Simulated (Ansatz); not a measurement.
## MgO (Fm-3m):V_O, thermodynamic levels from a 54-atom cell

Aim: at which Fermi levels does V_O in MgO (Fm-3m) change its charge? The model is a cell of 54 host atoms with 1 O taken out.

Calculated with Ansatz 0.2.0; place-levels on r2SCAN runs: charge-transition levels and formation energies with image-charge correction and potential alignment at the atomic sites; PAW set soft_1.

## 1. Starting point

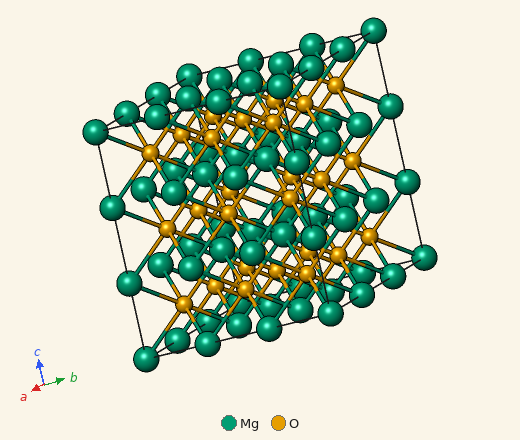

The cell as given, slightly off an axis (magnesium teal, oxygen orange). Bonds to atoms that aren't drawn are left out. Some periodic images of atoms are drawn too.

The cell holds 53 atoms: 27 Mg and 26 O. Its edges and angles: a = 8.792 Å, b = 8.792 Å, c = 8.792 Å, α = 60.0°, β = 60.0°, γ = 60.0°. It derives from MgO (space group Fm-3m). Nearest the centre at fractional (0.500, 0.500, 0.500): Mg34 at 2.07 Å, Mg46 at 2.07 Å, Mg50 at 2.07 Å, Mg28 at 2.07 Å, Mg44 at 2.07 Å, Mg32 at 2.07 Å, O29 at 2.93 Å, O31 at 2.93 Å.

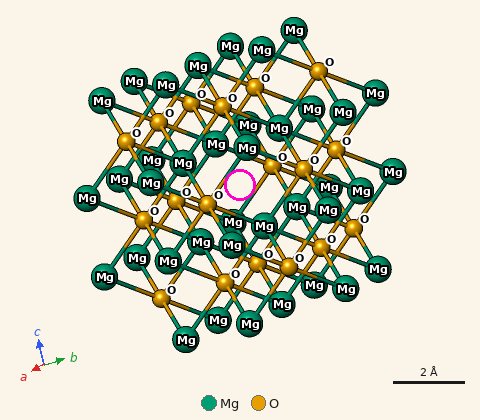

The atoms within 5 Å of the centre. A ring marks the centre wherever it is empty.

Screening for the image-charge correction: ε∞ = 3.24, ε0 = 10.37, from a response run on this crystal (DFPT, PBEsol) at that run's own cell.

The relaxed host is scaled by −1.5 % along all axes; the dielectric constants are those of the unstrained host.

The cell's shortest repeat is 8.8 Å.

## 2. The runs of each charge state

Levels follow from differences of total energies between charge states, each relaxed by itself.

Each atom starts 0.05 Å or so off its site in a random direction: a symmetric start keeps its symmetry, and would miss off-centre moves and Jahn–Teller distortions. Forces are taken at one point at (¼, ¼, ¼). The cell holds 1 electron more than the neutral one, with a uniform background that keeps it neutral on the whole. The electron count is odd, so at least one spin is unpaired; this run locks the moment at 1 μB.

The sampling was tested on the host first: at the k-points planned (1x1x1 shifted 0.25 0.25 0.25) its energy lies 0.020 eV an atom from the dense-mesh value, so the final energies take a denser sampling.

One of the inputs; charge, spin and start change from state to state.

Input file qm1_M1.relax/input.yaml:

```yaml
crystal:
  lattice:
    - [0.0, 6.21657427, 6.21657427]
    - [6.21657427, 0.0, 6.21657427]
    - [6.21657427, 6.21657427, 0.0]
  atoms:
    - { symbol: Mg, position: [0.0, 0.0, 0.0] }
    - { symbol: O, position: [0.16666667, 0.16666667, 0.16666667] }
[... 6 atom lines left out ...]
    - { symbol: Mg, position: [0.0, 0.33333333, 0.33333333] }
    - { symbol: O, position: [0.16666667, 0.5, 0.5] }
[... 1 atom line left out ...]
    - { symbol: O, position: [0.16666667, 0.5, 0.83333333] }
[... 3 atom lines left out ...]
    - { symbol: O, position: [0.16666667, 0.83333333, 0.5] }
[... 5 atom lines left out ...]
    - { symbol: O, position: [0.5, 0.16666667, 0.5] }
[... 1 atom line left out ...]
    - { symbol: O, position: [0.5, 0.16666667, 0.83333333] }
[... 1 atom line left out ...]
    - { symbol: O, position: [0.5, 0.5, 0.16666667] }
[... 1 atom line left out ...]
    - { symbol: Mg, position: [0.33333333, 0.33333333, 0.66666667] }
    - { symbol: O, position: [0.5, 0.5, 0.83333333] }
[... 1 atom line left out ...]
    - { symbol: O, position: [0.5, 0.83333333, 0.16666667] }
    - { symbol: Mg, position: [0.33333333, 0.66666667, 0.33333333] }
    - { symbol: O, position: [0.5, 0.83333333, 0.5] }
    - { symbol: Mg, position: [0.33333333, 0.66666667, 0.66666667] }
[... 4 atom lines left out ...]
    - { symbol: O, position: [0.83333333, 0.16666667, 0.5] }
[... 3 atom lines left out ...]
    - { symbol: O, position: [0.83333333, 0.5, 0.16666667] }
    - { symbol: Mg, position: [0.66666667, 0.33333333, 0.33333333] }
    - { symbol: O, position: [0.83333333, 0.5, 0.5] }
    - { symbol: Mg, position: [0.66666667, 0.33333333, 0.66666667] }
[... 3 atom lines left out ...]
    - { symbol: Mg, position: [0.66666667, 0.66666667, 0.33333333] }
[... 1 atom line left out ...]
    - { symbol: Mg, position: [0.66666667, 0.66666667, 0.66666667] }
    - { symbol: O, position: [0.83333333, 0.83333333, 0.83333333] }
  host:
    repeats: [3, 3, 3]
    atoms:
      - { symbol: Mg, position: [0.0, 0.0, 0.0] }
      - { symbol: O, position: [0.5, 0.5, 0.5] }
total_charge: -1
basis:
  ecutwfc: 500
  xc_grid: 2
hamiltonian:
  xc: r2scan
  pseudopotentials: { kind: paw, azcp: { folder: soft_1 } }
kpoints:
  mp_grid: { grid: [1, 1, 1], shift: [0.25, 0.25, 0.25] }
magnetization:
  spin_polarized: true
  initial_magnetization: 1
  spin_locking: { lock_magnetization: hard }
scf:
  occupations: { method: fixed }
  max_iter: 60
output:
  forces: true
  charged_corrections:
    epsilon: 3.24
    static_epsilon: 10.37
    defect_position: [0.5, 0.5, 0.5]
relax:
  f_tol: 0.02
  max_steps: 80
  random_displacement: { amplitude: 0.05, seed: 1418 }
checkpoint:
  write: "../qm1_M1.relax.run"
  compress: false
  write_wavefunctions: true
  write_every: 100000
```

Command:

```
ansatz run input.yaml --threads 4 --pin off --max-ram 7536MiB --backend cpu --events-out ev --progress --plain --runs-dir out
```

The relaxed structure is kept and the sampling changed to a 2×2×2 shifted mesh.

The run of this state that the levels use, under r2SCAN:

Input file qm1_M1.point/input.yaml:

```yaml
crystal:
  checkpoint: "../qm1_M1.relax.run"
  host: checkpoint
total_charge: -1
basis:
  ecutwfc: 500
  xc_grid: 2
hamiltonian:
  xc: r2scan
  pseudopotentials: { kind: paw, azcp: { folder: soft_1 } }
kpoints:
  mp_grid: { grid: [2, 2, 2], shift: [0.5, 0.5, 0.5] }
magnetization:
  spin_polarized: true
  initial_magnetization: 1
  spin_locking: { lock_magnetization: hard }
scf:
  occupations: { method: fermi_dirac, width: 0.01 }
  max_iter: 60
output:
  forces: true
  eigenvalues: true
  charged_corrections:
    epsilon: 3.24
    static_epsilon: 10.37
    defect_position: [0.5, 0.5, 0.5]
  eigenstates: { localisation: true }
  populations: true
  efg: {}
checkpoint:
  read: "../qm1_M1.relax.run"
  write: "../qm1_M1.point.run"
  compress: false
  write_wavefunctions: false
  write_every: 100000
```

Relaxations under r2SCAN at one point at (¼, ¼, ¼); times on 4 threads of Intel Xeon Platinum 8488C (Sapphire Rapids), shared host:

```tsv
charge	moment (μB)	occupations	outcome	steps	largest displacement against the far atoms (Å)	time
−1	1	fixed	converged	5	0.01	74 s
0	0	fixed	converged	4	0.01	25 s
+1	1	fixed	converged	5	0.09	69 s
+2	0	fixed	converged	5	0.17	32 s
```

Single points under r2SCAN at a 2×2×2 shifted mesh; times on 4 threads of Intel Xeon Platinum 8488C (Sapphire Rapids), shared host:

```tsv
charge	moment (μB)	occupations	outcome	time
−1	1	fermi-dirac	converged	75 s
0	0	fermi-dirac	converged	28 s
+1	1	fermi-dirac	converged	70 s
+2	0	fermi-dirac	converged	28 s
```

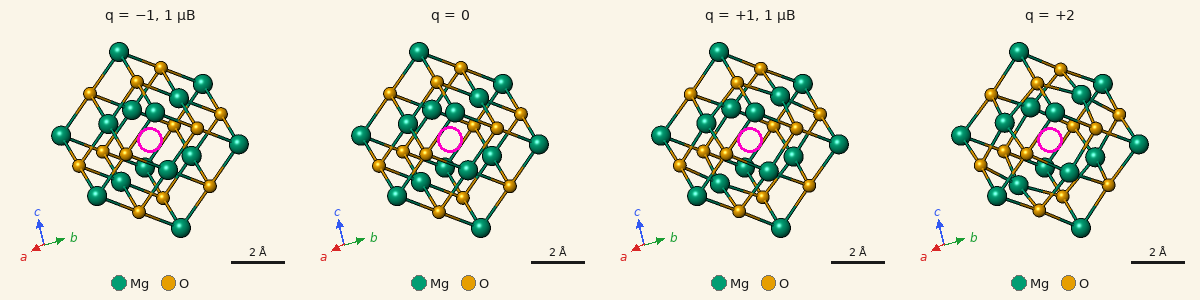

The structures near the centre after relaxation with r2SCAN, by charge. A ring marks the centre wherever it is empty.

Distances (Å) from the ideal centre to the nearest atoms after relaxation with r2SCAN:

```tsv
charge	moment (μB)	1.	2.	3.	4.	5.	6.
−1	1	Mg 2.06	Mg 2.07	Mg 2.07	Mg 2.07	Mg 2.07	Mg 2.08
0	0	Mg 2.07	Mg 2.07	Mg 2.07	Mg 2.08	Mg 2.09	Mg 2.09
+1	1	Mg 2.15	Mg 2.16	Mg 2.16	Mg 2.16	Mg 2.16	Mg 2.17
+2	0	Mg 2.24	Mg 2.24	Mg 2.24	Mg 2.25	Mg 2.25	Mg 2.25
```

## 3. Placing the levels, r2SCAN

A charged cell interacts with its images and the background, and its potential has another zero than the host's. place-levels removes the first by a point-charge model, screened by the static dielectric constant since the ions have relaxed around the charge, and the second by comparing potentials at atoms far from the defect.

The host is a run of the defect-free crystal in the same cutoffs, grids and k-points, so that basis and sampling errors cancel in part in the differences. The host is run in a cell of 2 atoms on a matching mesh. Its band edges are searched through the zone by a band path, so the gap is smaller than, or equal to, that on the mesh. Chemical potentials are energies per atom of O (O2 molecule), run with the same functional and cutoff.

Input file levels.point.yaml:

```yaml
host:
  run: host.point.run
states: [qm1_M1.point.run, q0.point.run, qp1_M1.point.run, qp2.point.run]
geometry_from:
  qm1_M1.point.run: qm1_M1.relax.run
  q0.point.run: q0.relax.run
  qp1_M1.point.run: qp1_M1.relax.run
  qp2.point.run: qp2.relax.run
chemical_potentials:
  O:
    energy: -565.989614
    dataset: <sha256 of the dataset>
epsilon: 3.24
static_epsilon: 10.37
vertical:
  - { from: qm1_M1.point.run, to: qm1_M1.point_neutral.run }
  - { from: qp1_M1.point.run, to: qp1_M1.point_neutral.run }
  - { from: qp2.point.run, to: qp2.point_neutral.run }
```

Command:

```
ansatz place-levels levels.point.yaml -- --threads 4 --pin off --max-ram 7536MiB
```

Numbers of over 12 decimals in the logs are rounded to 6 here.

The program printed:

```text
[... repeated set-up lines and file paths are left out, and long positions are rounded to six places ...]
(+2/+1) 1.531 eV above the valence edge, 4.621 eV under the conduction edge
(+1/0) 3.053 eV above the valence edge, 3.100 eV under the conduction edge
(0/-1) 6.192 eV above the valence edge (+7.271 eV without the band-filling correction), in the conduction band
formation energy of charge +2: +2.881 eV with the Fermi level at the valence edge
formation energy of charge +1: +4.412 eV with the Fermi level at the valence edge
formation energy of charge 0: +7.465 eV with the Fermi level at the valence edge
formation energy of charge -1: +13.657 eV with the Fermi level at the valence edge
vertical -1 to 0: no energy, since no alignment is typed
  the change from vertical[0].from (qm1_M1.point.run) to vertical[0].to (qm1_M1.point_neutral.run): by its potential at epsilon 3.24 it stands at 0.500 0.499 0.501, with an rms radius of about 3.5 Å (2.0 2.0 2.0 Å across the planes of the cell's vectors); [...]
vertical +1 to 0: no energy, since no alignment is typed
  the change from vertical[1].from (qp1_M1.point.run) to vertical[1].to (qp1_M1.point_neutral.run): by its potential at epsilon 3.24 it stands at 0.501 0.499 0.500, with an rms radius of about 1.0 Å (0.6 0.6 0.6 Å across the planes of the cell's vectors); [...]
vertical +2 to 0: no energy, since no alignment is typed
  the change from vertical[2].from (qp2.point.run) to vertical[2].to (qp2.point_neutral.run): by its potential at epsilon 3.24 it stands at 0.500 0.500 0.500, with an rms radius of about 1.1 Å (0.6 0.6 0.6 Å across the planes of the cell's vectors); [...]
  edges by r2scan, gap 6.153 eV; the host is sampled to repeats of 17.58 Å
  the defect's cells are sampled to repeats of 17.58 Å, like sampling
  charge +2: -66901.7878 eV with its correction of +0.705 eV, at epsilon 10.37, aligned at sites: -0.1594 eV, mean over 21 atomic sites at or beyond 4.40 Å from the defect at [0.5000, 0.5000, 0.5000], with -0.000000 for the charge's moments and without [...]
  charge +1: -66892.0043 eV with its correction of +0.098 eV, at epsilon 10.37, aligned at sites: -0.1578 eV, mean over 21 atomic sites at or beyond 4.40 Å from the defect at [0.5000, 0.5000, 0.5000], with +0.000000 for the charge's moments and without [...]
  charge 0: +0.000 eV for its dipole among its images, +0.000 omitted
  charge -1: -66865.1767 eV with its correction of +0.397 eV, at epsilon 10.37, aligned at sites: -0.1408 eV, mean over 21 atomic sites at or beyond 4.40 Å from the defect at [0.5000, 0.5000, 0.5000], with +0.000000 for the charge's moments and without [...]
  of states[3] (qp2.point.run): its alignment with the host at atomic sites is doubtful: the cell is too small to show whether the defect's potential has decayed: take a larger one
  of states[2] (qp1_M1.point.run): its alignment with the host at atomic sites is doubtful: the cell is too small to show whether the defect's potential has decayed: take a larger one; stability_check_not_made
  of states[1] (q0.point.run): its alignment with the host at atomic sites is doubtful: the cell is too small to show whether the defect's potential has decayed: take a larger one
  of states[0] (qm1_M1.point.run): it parts from the run at its places by a charge that spreads by about 2 Å along one vector (1.2 Å or more is wide), by its potential at epsilon 3.24, taken for that of held ions (one typed too small widens it), where the [...]
  of vertical[0].from (qm1_M1.point.run): its moments are held at its close (magnetization.spin_locking), by a field of 0.128 eV a Bohr magneton, and its energy and levels are of the state that this holds: a run that lets them go can end lower; [...]
  of vertical[1].from (qp1_M1.point.run): stability_check_not_made
```

It took 0.4 s on 4 threads of Intel Xeon Platinum 8488C (Sapphire Rapids), shared host.

Levels between the charges placed, in eV above the valence top:

```tsv
	gap (eV)	(+2/+1)	(+1/0)	(0/−1)
r2SCAN	6.15	1.53	3.05	6.19
```

Corrections by state:

```tsv
charge	moment (μB)	image terms and alignment (eV)	band filling (eV)	ε used	over the lowest of its charge, as the program ranks them, band filling apart (eV)
+2	0.0	0.705	-	10.37	0.000
+1	1.0	0.098	-	10.37	0.000
0	0.0	0.000	-	-	0.000
−1	1.0	0.397	-1.079	10.37	0.000
```

The charged structures listed were also run neutral, and place-levels reads from each pair, by the potential or the spins, how wide the charge is by which they differ; that can be the carrier of either run.

```tsv
charge	rms radius (Å)	spread where it is widest against the cell (Å)	wide from (Å)	reading
+2	1.1	0.62	1.24	narrow
+1	1.0	0.56	1.24	narrow
−1	3.5	2.00	1.24	wide
```

The neutral runs of these pairs need not share the spin of the lowest neutral state, and very wide values only mean spread over the cell.

From the program's caveats on the states, each cut to its opening words:

- charge +2, +1 (1 μB), 0, −1 (1 μB): its alignment with the host at atomic sites is doubtful: the cell is too small to show whether the defect's potential has decayed: take a larger one
- charge +1 (1 μB), −1 (1 μB): flagged: stability check not made
- charge −1 (1 μB): it parts from the run at its places by a charge that spreads by about 2 Å along one vector (1.2 Å or more is wide), by its potential at epsilon 3.24, taken for [...]
- charge −1 (1 μB): a band-filling correction moves a carrier to the host's band edge, which changes its energy by -1.079 eV
- charge −1 (1 μB): the host's ions (past the first shell or, of a walk that freed a part, those that it held) aren't shown at rest: they stand up to 0.012 Å off their sites, 0.19 [...]
- charge −1 (1 μB): its moments are held at its close (magnetization.spin_locking), by a field of 0.128 eV a Bohr magneton, and its energy and levels are of the state that this [...]

The host's formation energy from the elements is -2.952 eV per atom at this strain; it sets how far the chemical potentials can move.

Limit set by the element alone; other compounds of these elements are not counted. Chemical potentials from the elements' reference states: Mg 0.00 eV, O -5.90 eV. Formation energy by charge state (Mg-rich; gap 6.15 eV):

```tsv
charge	at valence top (eV)	at conduction bottom (eV)	correction included (eV)
+2	-3.02	9.28	0.71
+1	-1.49	4.66	0.10
0	1.56	1.56	0.00
−1	7.75	1.60	-0.68
```

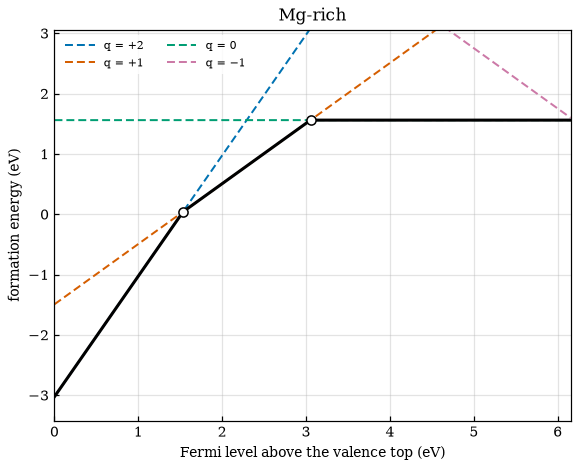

Formation energy against Fermi level; the thick line follows the lowest charge state and circles mark the transition levels.

Limit set by the element alone; other compounds of these elements are not counted. Chemical potentials from the elements' reference states: O 0.00 eV, Mg -5.90 eV. Formation energy by charge state (O-rich; gap 6.15 eV):

```tsv
charge	at valence top (eV)	at conduction bottom (eV)	correction included (eV)
+2	2.88	15.19	0.71
+1	4.41	10.56	0.10
0	7.46	7.46	0.00
−1	13.66	7.50	-0.68
```

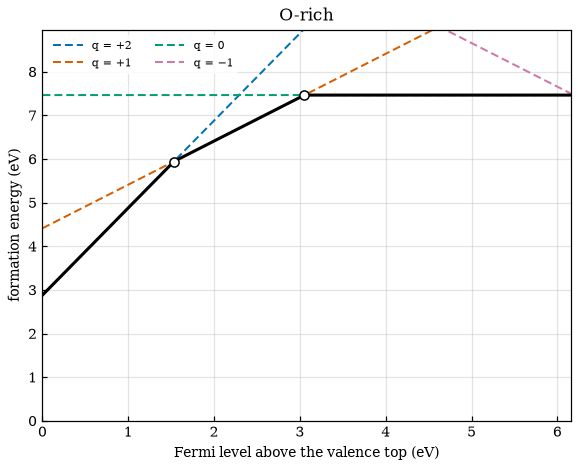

Formation energy against Fermi level; the thick line follows the lowest charge state and circles mark the transition levels.

The charge transition levels (eV, zero at the valence-band top of the host):

```tsv
	conduction bottom	valence top
V_O	6.15	0.00
```

```tsv
	level	energy (eV)
V_O	(+2/+1)	1.53
V_O	(+1/0)	3.05
V_O	(0/−1)	6.19
```

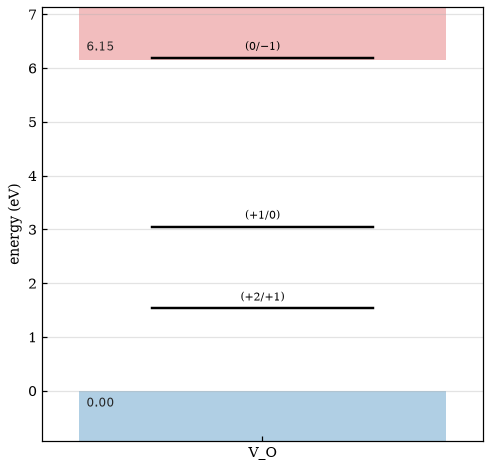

Charge transition levels. Shaded: valence and conduction bands.

## 4. Effect of the sampling

The relaxations' own energies give the levels at their sampling, for comparison.

Input file levels.relax_mesh.yaml:

```yaml
host:
  run: host.relax.run
states: [qm1_M1.relax.run, q0.relax.run, qp1_M1.relax.run, qp2.relax.run]
chemical_potentials:
  O:
    energy: -565.989614
    dataset: <sha256 of the dataset>
```

Command:

```
ansatz place-levels levels.relax_mesh.yaml -- --threads 4 --pin off --max-ram 7536MiB
```

The program printed:

```text
(+2/+1) 1.334 eV above the valence edge, 4.800 eV under the conduction edge
(+1/0) 2.847 eV above the valence edge, 3.287 eV under the conduction edge
[...]
formation energy of charge +2: +2.889 eV with the Fermi level at the valence edge
formation energy of charge +1: +4.223 eV with the Fermi level at the valence edge
formation energy of charge 0: +7.070 eV with the Fermi level at the valence edge
formation energy of charge -1: +13.264 eV with the Fermi level at the valence edge
  edges by r2scan, gap 6.134 eV; the host is sampled to repeats of 8.79 Å
[... the lines on each state left out ...]
```

Run time: 0.12 s. Hardware: 4 threads.

Levels between neighbouring charges, in eV above the valence top:

```tsv
	gap (eV)	(+2/+1)	(+1/0)	(0/−1)
one point at (¼, ¼, ¼)	6.13	1.33	2.85	6.19
a 2×2×2 shifted mesh	6.15	1.53	3.05	6.19
```

Going from one point at (¼, ¼, ¼) to a 2×2×2 shifted mesh moves the levels that carry no band-filling term by up to 0.21 eV and formation energies against the elements by up to 0.39 eV; band-filling terms, which differ between samplings, are in these energies.

## 5. Outcome

```
gap of the host                                                          : 6.15 eV (r2SCAN)
level (plus 2/plus 1)                                                    : 1.53 eV above the valence top
level (plus 1/0)                                                         : 3.05 eV above the valence top
level (0/minus 1)                                                        : 6.19 eV above the valence top, past the conduction bottom (7.27 eV above the valence top without the band-filling term)
lowest of the charges placed, just above the valence top (0.02 eV)       : +2
lowest of the charges placed, just below the conduction bottom (0.02 eV) : 0
lowest formation energy at mid-gap of the charges run, Mg-rich           : 1.56 eV
lowest formation energy at mid-gap of the charges run, O-rich            : 7.46 eV
```

**Reading.** Of the charges placed (−1, 0, +1 and +2), the lowest changes at 1.53 eV (+2/+1) and 3.05 eV (+1/0) above the valence top, in a gap of 6.15 eV. Charges above +2 were not placed, so these runs say nothing of levels that involve them. States placed: +2 at 0 μB; +1 at 1 μB; 0 at 0 μB; −1 at 1 μB. Other spin states or structures, where not listed, weren't placed. The program finds carriers beyond a band edge of the host and adds a band-filling term at charge −1 (-1.08 eV); steps to such a charge show no bound level, and a defect level inside a band would be read the same way. Going from one point at (¼, ¼, ¼) to a 2×2×2 shifted mesh moves the levels that carry no band-filling term by up to 0.21 eV and formation energies against the elements by up to 0.39 eV; band-filling terms, which differ between samplings, are in these energies. The program doubts the alignment of potentials for at least one state, a sign that the cell is small. Limits: the images are only 8.8 Å apart; r2SCAN makes the gap too small and tends to spread out bound carriers; where a gas molecule sets a chemical potential or the host's formation energy, its binding is uncorrected; force components of up to 0.35 eV/Å remain in a run at the final settings.

[Logs are printed without paths, hosts, clocks, repeated set-up lines and the standing remarks that a program may print on its own settings, such as how far it seeks lower states.]

[Hosts, paths, dates, database ids (printed as entryN), source tags and the programs' standing remarks are cut or masked in the printed files.]

[Where a table of states has a column of steps, it counts the stored structures, which are thinned; the runs took as many ionic steps or more.]

[A defect's name tells the site on which it was built; relaxed atoms can leave that site.]

[For some hosts the program warned that the k-mesh of the response run may be too coarse for force constants and the static dielectric constant; such warnings are not shown here.]
